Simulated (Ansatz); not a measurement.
**Sr₅Ti₄O₁₅ (slab): density, localisation and related maps**

```xyz
24
Lattice="5.5029 0.0000 0.0000 -2.7514 4.7656 0.0000 0.0000 0.0000 23.9862" Properties=species:S:1:pos:R:3 pbc="T T T"
Sr    2.7515    1.5885    7.5000
O    -1.3757    3.9713    7.5000
O     0.0000    1.5885    7.5000
O     1.3757    3.9713    7.5000
Ti    0.0000    0.0000    8.6233
Sr    0.0000    3.1771    9.7465
O     4.1271    0.7943    9.7465
O     2.7514    3.1771    9.7465
O     1.3757    0.7943    9.7465
Ti    2.7515    1.5885   10.8698
Sr    0.0000    0.0000   11.9931
O     1.3757    2.3828   11.9931
O     2.7514    0.0000   11.9931
O    -1.3757    2.3828   11.9931
Ti    0.0000    3.1771   13.1164
Sr    2.7515    1.5885   14.2396
O    -1.3757    3.9713   14.2396
O     0.0000    1.5885   14.2396
O     1.3757    3.9713   14.2396
Ti    0.0000    0.0000   15.3629
Sr    0.0000    3.1771   16.4862
O     4.1271    0.7943   16.4862
O     2.7514    3.1771   16.4862
O     1.3757    0.7943   16.4862
```

Not relaxed (largest force 1.7 eV/Å); computed without spin polarisation.

Level of theory: DFT PBEsol, scalar-relativistic, plane waves, PAW in Ansatz.

The density is the valence pseudo-density of a PAW calculation; it isn't the true density close to the nuclei.

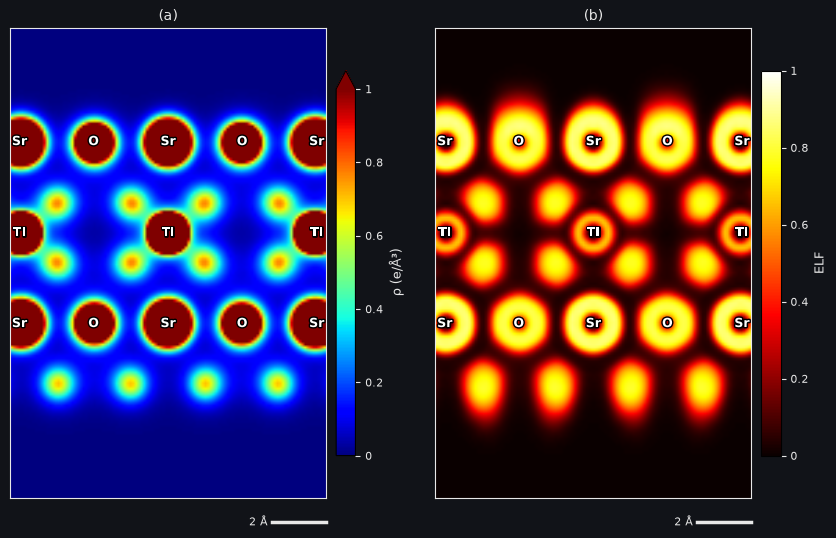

Figure 1. (a) valence charge density (pseudo); (b) ELF on the (100) plane of the calculation cell, a cut from vacuum to vacuum.

What do the fields say about this system?

Atoms in the plane: Sr, O and Ti.
Atoms just off the plane (O, 0.8 Å away) can leave unmarked features too.
Sr–O (2.75 Å): ρ is about 0.15 e/Å³ halfway; the ELF is about 0.05 at the midpoint: no localised pair shows between them.
The density dies away to nearly zero in the vacuum.
The features right at Sr and Ti lie inside the PAW spheres, where the map follows smoothed inner orbitals and isn't to be read closely.

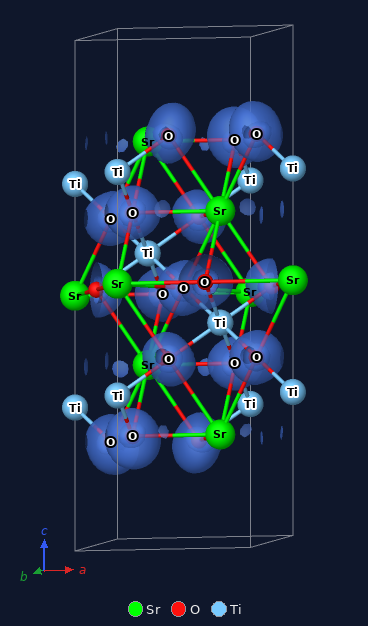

Figure 2. Isosurface of the electron localisation function at 0.75 (blue), seen at an oblique angle. Core shells and regions of very low density are left out. Sticks mark near contacts.

Describe the localisation domains.

At this value the surface marks out 15 regions wrapped around O (the valence shell of each), counted in one cell of 24 atoms. Counts are for one cell; the picture repeats the cell along the surface. Along the contacts the grid gives the following. Ti–O (1.95 Å): the ELF peaks at about 0.80 in the valence shell of O, 0.6 Å from its nucleus, and is about 0.20 at the midpoint; no shared electron pair shows on this line.

Metal or insulator at this level of theory?

It is metallic or semimetallic at this level of theory: no gap opens.
